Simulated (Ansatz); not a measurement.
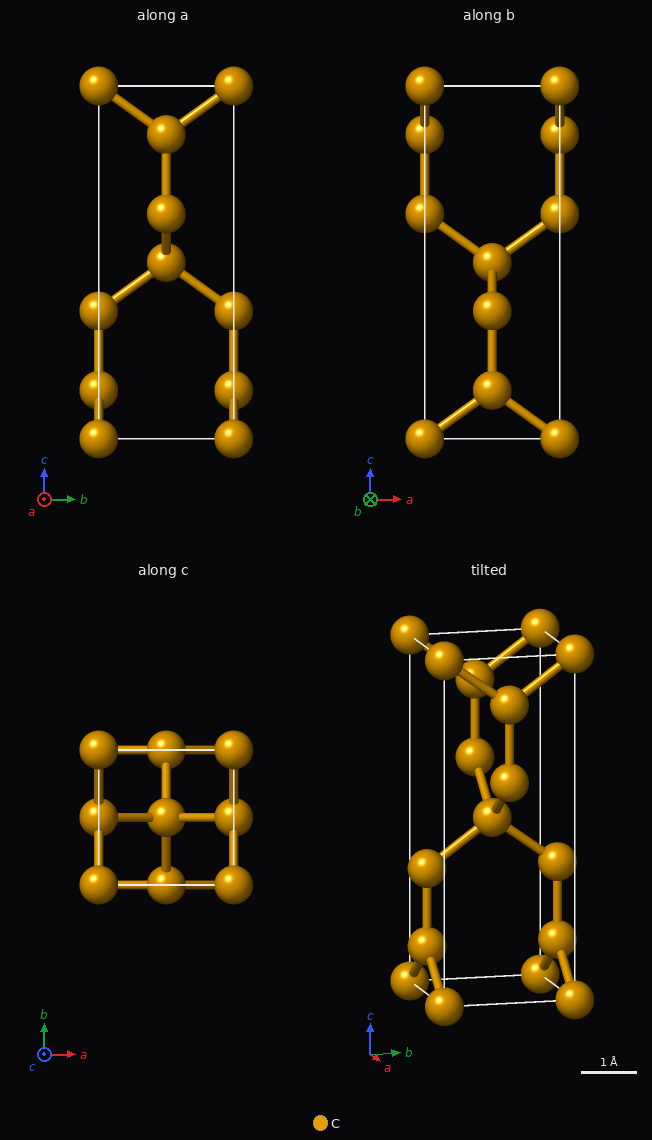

Ball-and-stick representation of a periodic structure, projected along the a axis, along the b axis, along the c axis and slightly off an axis. The lines enclose the conventional unit cell; boundary atoms appear with their images.

Lattice parameters: a = 2.462 Å, b = 2.462 Å, c = 6.436 Å, α = 90.00°, β = 90.00°, γ = 90.00°.

Reconstruct the structure as a table of Wyckoff sites, with free fractional coordinates to two decimals.

Answer. Space group I-4m2 (No. 119).
| atom | site | x | y | z |
| --- | --- | --- | --- | --- |
| C | 4f | 0.50 | 0.00 | 0.14 |
| C | 2a | 0.00 | 0.00 | 0.00 |

The model was built from a random cell made by a generator, so it need not be a real form of the element. The geometry was optimised with DFT PBE, scalar-relativistic, plane waves, PAW (Ansatz 0.2.0).
